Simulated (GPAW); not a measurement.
**Magnetic state of free-standing square Co monolayer, spacing 2.375 A from several starts**

Aim: find out whether free-standing square Co monolayer, spacing 2.375 A carries moments, and which collinear order costs least.

Calculated with GPAW 26.7.0; LDA; plane waves with GPAW's PAW setups, scalar-relativistic.

## (1) The starting structure

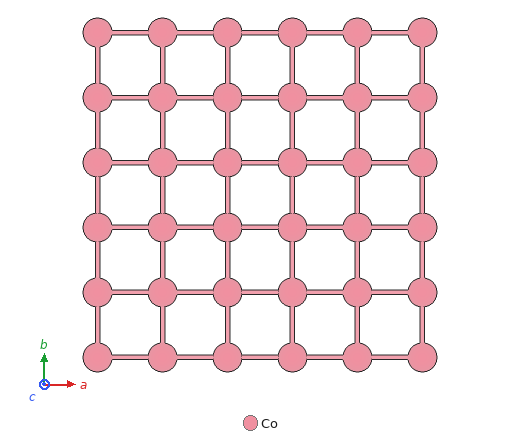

The starting structure, seen from above (cobalt pink). 5×5×1 cells are drawn. Some periodic images of atoms are drawn too.

The cell holds 1 atom: 1 Co. Cell: a = 2.375 Å, b = 2.375 Å, c = 14.000 Å, α = 90.0°, β = 90.0°, γ = 90.0°. model lattice. Vacuum lies along c.

## (2) Order 1, typed as ferro +

The parallel start comes first: it fits the smallest cell, keeps the most symmetry and shows whether parallel moments form.

The input, order1.py:

```python
import json
import numpy as np
from ase import Atoms
from ase.parallel import paropen, parprint
from gpaw import GPAW

atoms = Atoms(['Co'],
    cell=[[2.375, 0.0, 0.0],
         [0.0, 2.375, 0.0],
         [0.0, 0.0, 14.0]],
    scaled_positions=[[0.0, 0.0, 0.5]],
    pbc=True,
    magmoms=[2.0])
atoms.calc = GPAW(mode={'name': 'pw', 'ecut': 550},
    xc='LDA',
    kpts={'size': (12, 12, 1), 'gamma': True},
    occupations={'name': 'fermi-dirac', 'width': 0.1},
    convergence={'density': 1e-05, 'energy': 1e-05},
    maxiter=200,
    txt='order1.txt')
e = atoms.get_potential_energy(force_consistent=True)
res = {'free_energy': e, 'energy_sigma0': atoms.get_potential_energy(), 'fermi_energy': atoms.calc.get_fermi_level()}
res['moments'] = atoms.get_magnetic_moments().tolist()
res['total'] = atoms.get_magnetic_moment()
parprint('site moments (muB):', np.round(res['moments'], 3))
parprint(f"total moment: {res['total']:.3f} muB")
parprint(f'free energy: {e:.6f} eV')
atoms.calc.write('order1.gpw')
with paropen('results.json', 'w') as f:
    json.dump(res, f)
```

Command:

```
$ OMP_NUM_THREADS=1 python3 order1.py > order1.log
```

Numbers of over 12 decimals in the logs are rounded to 6 here.

The log of the run:

```text
site moments (muB): [1.935]
total moment: 1.956 muB
free energy: -7.122352 eV

--- order1.txt ---
Input parameters:
  mode=PW(ecut=550),
  convergence={'density': 1e-05, 'energy': 1e-05},
  kpts=MonkhorstPack(size=(12, 12, 1), gamma=True),
  maxiter=200,
  occupations=Occupations(name='fermi-dirac', width=0.1),
  xc=XC(name='LDA')

Diagonalizing LCAO Hamiltonian
Converting LCAO to pw mode
  .-----.
 *|     |
 ||     |
 ||     |
 ||     |
 ||     |
 ||     |
 ||     |
 ||     |
 Co     |
 ||     |
 ||     |
 ||     |
 ||     |
 ||     |
 ||     |
 ||     |
 |.-----.
 *-----*

Atoms  # Å, Bohr magnetons
|   | symbol |        x |        y |        z |    initial magnetic moments |
|---|--------|----------|----------|----------|-----------------------------|
| 0 |     Co | 0.000000 | 0.000000 | 7.000000 | ( 0.0000,  0.0000,  2.0000) |

Unit cell  # Å
| periodic |        x |        y |         z |   lengths |    angles |
|----------|----------|----------|-----------|-----------|-----------|
|      yes | 2.375000 | 0.000000 |  0.000000 |  2.375000 | 90.000000 |
|      yes | 0.000000 | 2.375000 |  0.000000 |  2.375000 | 90.000000 |
|      yes | 0.000000 | 0.000000 | 14.000000 | 14.000000 | 90.000000 |

Number of symmetries: 16

BZ-sampling:
  Number of BZ points: 144
  Number of IBZ points: 28

  Monkhorst-Pack size: [12, 12, 1]
  Monkhorst-Pack shift: [0.041667, 0.041667, 0.0]

K-points  # in reciprocal-cell coordinates
|     |                                coordinates |     weight |
|-----|--------------------------------------------|------------|
|   0 | ( -0.00000000,  -0.00000000,   0.00000000) | 0.00694444 |
|   1 | (  0.08333333,  -0.00000000,   0.00000000) | 0.02777778 |
|   2 | (  0.08333333,   0.08333333,   0.00000000) | 0.02777778 |
|   3 | (  0.16666667,  -0.00000000,   0.00000000) | 0.02777778 |
|   4 | (  0.16666667,   0.08333333,   0.00000000) | 0.05555556 |
|   5 | (  0.16666667,   0.16666667,   0.00000000) | 0.02777778 |
|   6 | (  0.25000000,  -0.00000000,   0.00000000) | 0.02777778 |
|   7 | (  0.25000000,   0.08333333,   0.00000000) | 0.05555556 |
|   8 | (  0.25000000,   0.16666667,   0.00000000) | 0.05555556 |
|   9 | (  0.25000000,   0.25000000,   0.00000000) | 0.02777778 |
| ... |                                            |            |
|  27 | (  0.50000000,   0.50000000,   0.00000000) | 0.00694444 |

Plane wave coefficients: 2377
Cutoff: 550.0 eV

Spin-components: 2 (collinear spins)
Bands:           9
Projectors:      6
Spin-degeneracy: 1
Datatype:        complex128

Parallelization:
  kpt:    1
  domain: 1
  band:   1

Density:
  Valence electrons: 9.0
  Components: 2
  Grid points: [14 14 80]
  Charge: 0.0  # |e|

Potential:
  Grid points: [14 14 80]

species:
  Co:
    name:    Cobalt
    Z:       27.0
    valence: 9
    core:    18
    charge:  0.0  # [|e|]
    compensation charges:
      type: gauss
      rc: 0.32  # [Å]
      lmax: 2
    cutoffs:
      filter: 1.87  # [Å]
      core: 2.55  # [Å]
    projectors
    | kind |    occ | energy [eV] | rcut [Å] |
    |------|--------|-------------|----------|
    |   4s |  2.000 |      -5.672 |    1.005 |
    |   4p |  0.000 |      -1.387 |    1.058 |
    |   3d |  7.000 |      -8.461 |    1.005 |
    |    s |        |      21.539 |    1.005 |
    |    p |        |      25.825 |    1.058 |
    |    d |        |      18.750 |    1.005 |

    Using partial waves for Co as LCAO basis

Reference energy: -37838.266704  # eV

eigensolver:
  PPCG
  Converge bands: occupied
  niter=2

density mixing:
  MSR1-Mixer
  Pratt-step length: 0.05
  Maximum mixing coefficient: 0.75
  Old densities: 10
  SVD Regularization: 0.005
  Good broyden scale: 1.0
  Trust region scale: 1.0
  Backstep threshold: 4.0
  History deletion threshold: 6.0
  Fourier metric: weight=20.0, sigma=0.015

occupation numbers:
  Fermi-Dirac:
    width: 0.1000  # eV

poisson solver:
  ecut: 4400.0  # eV

xc functional:
  name: None

convergence criteria:
- Maximum integral of absolute [dens]ity change: 1e-05 electrons / valence electron
- Maximum [total energy] change in last 3 cyles: 1e-05 eV / valence electron
- Maximum integral of absolute [eigenst]ate change: 4e-08 eV^2 / valence electron
maximum number of iterations: 200

SCF iterations
|iter     |      energy | eigst |  dens |  magmom |
|---------|-------------|-------|-------|---------|
|iter:   1|       0s |   -7.417302 | +0.36 |       |  +2.0028|
|iter:   2|       0s |   -7.296592 | -1.14 | -0.90 |  +1.9971|
|iter:   3|       1s |   -7.099536 | -1.05 | -0.97 |  +1.9907|
|iter:   4|       2s |   -7.087349 | -2.23 | -1.30 |  +1.9880|
|iter:   5|       2s |   -7.091580 | -2.43 | -1.51 |  +1.9757|
|iter:   6|       3s |   -7.094036 | -3.26 | -1.90 |  +1.9617|
|iter:   7|       3s |   -7.094587 | -3.64 | -2.30 |  +1.9536|
|iter:   8|       4s |   -7.094608 | -4.87 | -2.90 |  +1.9548|
|iter:   9|       4s |   -7.094617c| -5.79 | -3.36 |  +1.9556|
|iter:  10|       5s |   -7.094619c| -6.45 | -3.86 |  +1.9562|
|iter:  11|       6s |   -7.094618c| -7.26 | -4.27 |  +1.9564|
|iter:  12|       6s |   -7.094618c| -7.68c| -4.89 |  +1.9564|
|iter:  13|       6s |   -7.094618c| -8.26c| -5.55c|  +1.9564|

Converged in 13 steps
Energy contributions relative to reference atoms: (reference = -37838.266704)

Energy contributions:
  Kinetic:           8.167734
  Coulomb:          -6.774732
  Zero:             -0.046813
  External:          0.000000
  Xc:               -8.413071
  Entropy:          -0.055470
  Spinorbit:         0.000000
  ----------------------------
  Free energy:      -7.122352
  Extrapolated:     -7.094618

dipole moment: (-6.399974, -6.399974, -0.000006)  # |e|*Ang

Total magnetic moment: (0.000000, 0.000000, 1.956412)

Local magnetic moments
|        x |        y |        z |
|----------|----------|----------|
| 0.000000 | 0.000000 | 1.934542 |  # Co   0

Fermi level: -2.955
Eigenvalues  # (at kpt = [-0.000, -0.000, 0.000])
| band index |      eig [eV] | occ [0-1] |      eig [eV] | occ [0-1] |
|------------|---------------|-----------|---------------|-----------|
|          0 |        -8.670 |     1.000 |        -8.257 |     1.000 |
|          1 |        -6.734 |     1.000 |        -5.292 |     1.000 |
|          2 |        -5.482 |     1.000 |        -3.915 |     1.000 |
|          3 |        -4.172 |     1.000 |        -2.313 |     0.002 |
|          4 |        -4.172 |     1.000 |        -2.227 |     0.001 |
|          5 |        -3.854 |     1.000 |        -2.227 |     0.001 |
|          6 |        -2.419 |     0.005 |        -1.631 |     0.000 |
|          7 |         1.714 |     0.000 |         1.760 |     0.000 |
|          8 |         2.809 |     0.000 |         2.810 |     0.000 |

No gap
No difference between direct/indirect transitions
```

The job ended after 9.9 s (1 MPI rank of AMD EPYC 9R45, shared host; peak memory 0.18 GiB).

Spin moment in the augmentation sphere by atom:

| atom | spin moment in the augmentation sphere (μB) |
| --- | --- |
| Co1 | 1.93 |

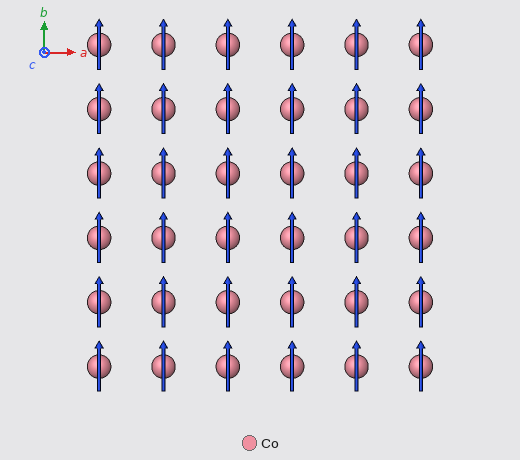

Spin moment in the augmentation sphere as arrows, the longest 1.93 μB. Up and down stand for the sign. Arrows give size and sign along the axis of quantisation, drawn up and down the page. 5×5×1 cells are drawn. Some periodic images of atoms are drawn too.

Read from the output:

- magnetization: 1.956 μB
- final state: ferromagnetic

After 13 cycles the largest moment stands at 1.93 μB.

## (3) Run 2 (antiferro q=(1/2,1/2,0) +-)

Reversing part of the moments tests the sign of the couplings between them.

The cell is doubled to 2 atoms to hold this order. Its mesh is chosen so that both cells sample the same points.

The input, order2.py:

```python
import json
import numpy as np
from ase import Atoms
from ase.parallel import paropen, parprint
from gpaw import GPAW

atoms = Atoms(['Co', 'Co'],
    cell=[[4.75, 0.0, 0.0],
         [2.375, 2.375, 0.0],
         [0.0, 0.0, 14.0]],
    scaled_positions=[[0.0, 0.0, 0.5],
         [0.5, 0.0, 0.5]],
    pbc=True,
    magmoms=[2.0, -2.0])
atoms.calc = GPAW(mode={'name': 'pw', 'ecut': 550},
    xc='LDA',
    kpts={'size': (6, 12, 1), 'gamma': True},
    occupations={'name': 'fermi-dirac', 'width': 0.1},
    convergence={'density': 1e-05, 'energy': 1e-05},
    maxiter=200,
    txt='order2.txt')
e = atoms.get_potential_energy(force_consistent=True)
res = {'free_energy': e, 'energy_sigma0': atoms.get_potential_energy(), 'fermi_energy': atoms.calc.get_fermi_level()}
res['moments'] = atoms.get_magnetic_moments().tolist()
res['total'] = atoms.get_magnetic_moment()
parprint('site moments (muB):', np.round(res['moments'], 3))
parprint(f"total moment: {res['total']:.3f} muB")
parprint(f'free energy: {e:.6f} eV')
atoms.calc.write('order2.gpw')
with paropen('results.json', 'w') as f:
    json.dump(res, f)
```

Command:

```
$ OMP_NUM_THREADS=1 python3 order2.py > order2.log
```

The log of the run:

```text
UserWarning: Initial realspace grid (27,20,80) inconsistent with symmetries.
UserWarning: Using symmetrized grid: (27,27,80).

site moments (muB): [ 0.833 -0.833]
total moment: 0.000 muB
free energy: -13.429487 eV

--- order2.txt ---
Input parameters:
  mode=PW(ecut=550),
  convergence={'density': 1e-05, 'energy': 1e-05},
  kpts=MonkhorstPack(size=(6, 12, 1), gamma=True),
  maxiter=200,
  occupations=Occupations(name='fermi-dirac', width=0.1),
  xc=XC(name='LDA')

Diagonalizing LCAO Hamiltonian
Converting LCAO to pw mode

       Co    Co

Atoms  # Å, Bohr magnetons
|   | symbol |        x |        y |        z |    initial magnetic moments |
|---|--------|----------|----------|----------|-----------------------------|
| 0 |     Co | 0.000000 | 0.000000 | 7.000000 | ( 0.0000,  0.0000,  2.0000) |
| 1 |     Co | 2.375000 | 0.000000 | 7.000000 | ( 0.0000,  0.0000, -2.0000) |

Unit cell  # Å
| periodic |        x |        y |         z |   lengths |    angles |
|----------|----------|----------|-----------|-----------|-----------|
|      yes | 4.750000 | 0.000000 |  0.000000 |  4.750000 | 90.000000 |
|      yes | 2.375000 | 2.375000 |  0.000000 |  3.358757 | 90.000000 |
|      yes | 0.000000 | 0.000000 | 14.000000 | 14.000000 | 45.000000 |

Number of symmetries: 8

BZ-sampling:
  Number of BZ points: 72
  Number of IBZ points: 25

  Monkhorst-Pack size: [6, 12, 1]
  Monkhorst-Pack shift: [0.083333, 0.041667, 0.0]

Plane wave coefficients: 4677
Cutoff: 550.0 eV

Spin-components: 2 (collinear spins)
Bands:           15
Projectors:      12
Spin-degeneracy: 1
Datatype:        complex128

Parallelization:
  kpt:    1
  domain: 1
  band:   1

Density:
  Valence electrons: 18.0
  Components: 2
  Grid points: [27 27 80]
  Charge: 0.0  # |e|

Potential:
  Grid points: [27 27 80]

[... setups left out ...]
Reference energy: -75676.533408  # eV

eigensolver:
  PPCG
  Converge bands: occupied
  niter=2

density mixing:
  MSR1-Mixer
  Pratt-step length: 0.05
  Maximum mixing coefficient: 0.75
  Old densities: 10
  SVD Regularization: 0.005
  Good broyden scale: 1.0
  Trust region scale: 1.0
  Backstep threshold: 4.0
  History deletion threshold: 6.0
  Fourier metric: weight=20.0, sigma=0.015

occupation numbers:
  Fermi-Dirac:
    width: 0.1000  # eV

poisson solver:
  ecut: 4400.0  # eV

xc functional:
  name: None

convergence criteria:
- Maximum integral of absolute [dens]ity change: 1e-05 electrons / valence electron
- Maximum [total energy] change in last 3 cyles: 1e-05 eV / valence electron
- Maximum integral of absolute [eigenst]ate change: 4e-08 eV^2 / valence electron
maximum number of iterations: 200

SCF iterations
|iter     |      energy | eigst |  dens |  magmom |
|---------|-------------|-------|-------|---------|
|iter:   1|       0s |  -13.811617 | +0.36 |       |  +0.0000|
|iter:   2|       4s |  -13.542996 | -1.17 | -0.79 |  +0.0000|
|iter:   3|       8s |  -13.164567 | -0.89 | -0.87 |  -0.0002|
|iter:   4|      11s |  -13.186087 | -2.12 | -1.23 |  +0.0063|
|iter:   5|      15s |  -14.172211 | -1.16 | -1.27 |  -0.0759|
|iter:   6|      19s |  -13.283803 | -1.43 | -0.51 |  -0.0216|
|iter:   7|      22s |  -13.243653 | -1.91 | -0.95 |  +0.0094|
|iter:   8|      26s |  -13.239858 | -2.49 | -1.26 |  -0.0044|
|iter:   9|      29s |  -13.243793 | -2.76 | -1.44 |  +0.0043|
|iter:  10|      33s |  -13.250388 | -2.82 | -1.74 |  +0.0082|
[... 62 iterations left out ...]
|iter:  73|     255s |  -13.256465c| -8.95c| -4.71 |  +0.0006|
|iter:  74|     256s |  -13.256465c| -7.71c| -4.49 |  +0.0008|
|iter:  75|     259s |  -13.256464c| -7.98c| -4.50 |  +0.0006|
|iter:  76|     261s |  -13.256464c| -7.67c| -4.28 |  +0.0005|
|iter:  77|     264s |  -13.256465c| -7.82c| -4.44 |  +0.0007|
|iter:  78|     268s |  -13.256464c| -7.93c| -3.64 |  +0.0006|
|iter:  79|     270s |  -13.256464c| -8.26c| -4.27 |  +0.0003|
|iter:  80|     271s |  -13.256464c| -8.46c| -4.74 |  +0.0002|
|iter:  81|     273s |  -13.256464c| -8.82c| -4.80 |  +0.0001|
|iter:  82|     275s |  -13.256464c| -9.30c| -5.25c|  +0.0000|

Converged in 82 steps
Energy contributions relative to reference atoms: (reference = -75676.533408)

Energy contributions:
  Kinetic:          12.358574
  Coulomb:         -10.133606
  Zero:             -0.093614
  External:          0.000000
  Xc:              -15.214796
  Entropy:          -0.346045
  Spinorbit:         0.000000
  ----------------------------
  Free energy:     -13.429487
  Extrapolated:    -13.256464

dipole moment: (-25.589584, -12.794791, -0.000012)  # |e|*Ang

Total magnetic moment: (0.000000, 0.000000, 0.000030)

Local magnetic moments
|        x |        y |         z |
|----------|----------|-----------|
| 0.000000 | 0.000000 |  0.832927 |  # Co   0
| 0.000000 | 0.000000 | -0.832895 |  # Co   1

Fermi level: -3.201
Eigenvalues  # (at kpt = [0.000, -0.000, 0.000])
| band index |      eig [eV] | occ [0-1] |      eig [eV] | occ [0-1] |
|------------|---------------|-----------|---------------|-----------|
|          0 |        -8.446 |     1.000 |        -8.446 |     1.000 |
|          1 |        -6.484 |     1.000 |        -6.484 |     1.000 |
|          2 |        -6.072 |     1.000 |        -6.072 |     1.000 |
|          3 |        -4.715 |     1.000 |        -4.715 |     1.000 |
|          4 |        -4.702 |     1.000 |        -4.702 |     1.000 |
|          5 |        -4.702 |     1.000 |        -4.702 |     1.000 |
|          6 |        -3.103 |     0.273 |        -3.103 |     0.273 |
|          7 |        -3.040 |     0.167 |        -3.040 |     0.167 |
|          8 |        -3.040 |     0.167 |        -3.040 |     0.167 |
|          9 |        -2.730 |     0.009 |        -2.730 |     0.009 |
|         10 |        -2.335 |     0.000 |        -2.335 |     0.000 |
|         11 |        -1.922 |     0.000 |        -1.922 |     0.000 |
|         12 |         1.754 |     0.000 |         1.754 |     0.000 |
|         13 |         2.829 |     0.000 |         2.829 |     0.000 |
|         14 |         3.219 |     0.000 |         3.219 |     0.000 |

No gap
No difference between direct/indirect transitions
```

Wall time 4.7 min (1 MPI rank); peak memory 0.33 GiB.

Spin moment in the augmentation sphere by atom:

| atom | spin moment in the augmentation sphere (μB) |
| --- | --- |
| Co1 | 0.833 |
| Co2 | -0.833 |

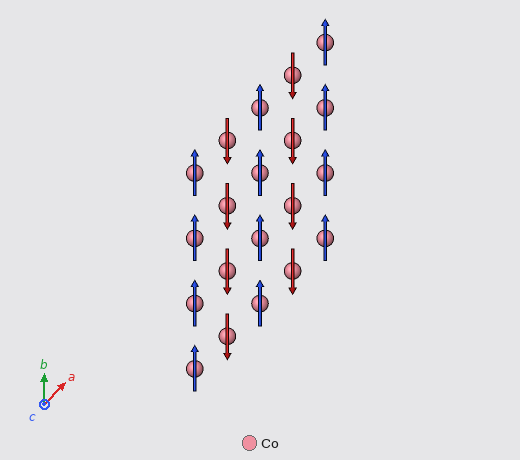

Spin moment in the augmentation sphere as arrows, the longest 0.833 μB. Up and down stand for the sign. Arrows give size and sign along the axis of quantisation, drawn up and down the page. The two directions have two colours. 2×3×1 cells are drawn. Some periodic images of atoms are drawn too.

This step gave:

```
magnetization : 0 μB
final state   : antiferromagnetic
```

It lies 408 meV a seeded atom over the first start, and its largest moment is 0.833 μB against 1.93 μB.

## (4) Start 3: antiferro q=(0,1/2,0) +-

An opposed order shows whether the pairs that it reverses prefer unlike signs.

This order needs a doubled cell of 2 atoms. Its mesh is chosen so that both cells sample the same points.

order3.py is the script of step 3 with these lines changed:

```diff
@@ -7,7 +7,7 @@
 atoms = Atoms(['Co', 'Co'],
-    cell=[[4.75, 0.0, 0.0],
-         [2.375, 2.375, 0.0],
+    cell=[[2.375, 0.0, 0.0],
+         [0.0, 4.75, 0.0],
          [0.0, 0.0, 14.0]],
     scaled_positions=[[0.0, 0.0, 0.5],
-         [0.5, 0.0, 0.5]],
+         [0.0, 0.5, 0.5]],
     pbc=True,
@@ -16,3 +16,3 @@
     xc='LDA',
-    kpts={'size': (6, 12, 1), 'gamma': True},
+    kpts={'size': (12, 6, 1), 'gamma': True},
     occupations={'name': 'fermi-dirac', 'width': 0.1},
@@ -20,3 +20,3 @@
     maxiter=200,
-    txt='order2.txt')
+    txt='order3.txt')
 e = atoms.get_potential_energy(force_consistent=True)
@@ -28,3 +28,3 @@
 parprint(f'free energy: {e:.6f} eV')
-atoms.calc.write('order2.gpw')
+atoms.calc.write('order3.gpw')
 with paropen('results.json', 'w') as f:
```

Command:

```
$ OMP_NUM_THREADS=1 python3 order3.py > order3.log
```

The log of the run:

```text
site moments (muB): [ 1.549 -1.549]
total moment: 0.000 muB
free energy: -13.781559 eV

--- order3.txt ---
Input parameters:
  mode=PW(ecut=550),
  convergence={'density': 1e-05, 'energy': 1e-05},
  kpts=MonkhorstPack(size=(12, 6, 1), gamma=True),
  maxiter=200,
  occupations=Occupations(name='fermi-dirac', width=0.1),
  xc=XC(name='LDA')

Diagonalizing LCAO Hamiltonian
Converting LCAO to pw mode
    .-----.
[...]
|          3 |        -5.428 |     1.000 |        -5.428 |     1.000 |
|          4 |        -4.864 |     1.000 |        -4.864 |     1.000 |
[...]
|         11 |        -2.228 |     0.000 |        -2.228 |     0.000 |
|         12 |        -1.764 |     0.000 |        -1.764 |     0.000 |
|         13 |         1.747 |     0.000 |         1.747 |     0.000 |
|         14 |         2.088 |     0.000 |         2.088 |     0.000 |

No gap
No difference between direct/indirect transitions


[key lines of the parts left out:]
Free energy:     -13.781559
Converged in 14 steps
dipole moment: (-12.794239, -12.794240, -0.000012)  # |e|*Ang
Fermi level: -3.011
```

It took 32 s on 1 MPI rank; peak memory 0.28 GiB.

Spin moment in the augmentation sphere by atom:

| atom | spin moment in the augmentation sphere (μB) |
| --- | --- |
| Co1 | 1.55 |
| Co2 | -1.55 |

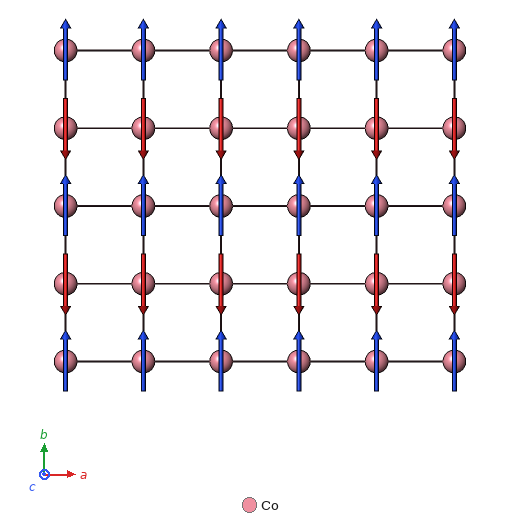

Spin moment in the augmentation sphere as arrows, the longest 1.55 μB. Up and down stand for the sign. Arrows give size and sign along the axis of quantisation, drawn up and down the page. The two directions have two colours. 5×2×1 cells are drawn. Some periodic images of atoms are drawn too.

This step gave:

- magnetization: 0 μB
- final state: antiferromagnetic

It lies 232 meV a seeded atom over the first start, and its largest moment is 1.55 μB against 1.93 μB.

(Part 1 of 2 ends here.)

[Logs and program files are shortened in this print: banners, set-up blocks, solver, clock and traceback lines can be left out without a mark of their own.]

[Logs are printed without paths, hosts, clocks, repeated set-up lines and the standing remarks that a program may print on its own settings, such as how far it seeks lower states.]

[Hosts, paths, dates, database ids (printed as entryN), source tags and the programs' standing remarks are cut or masked in the printed files.]

[Where a cell is said to come from a database of computed structures, the database is the Materials Project.]
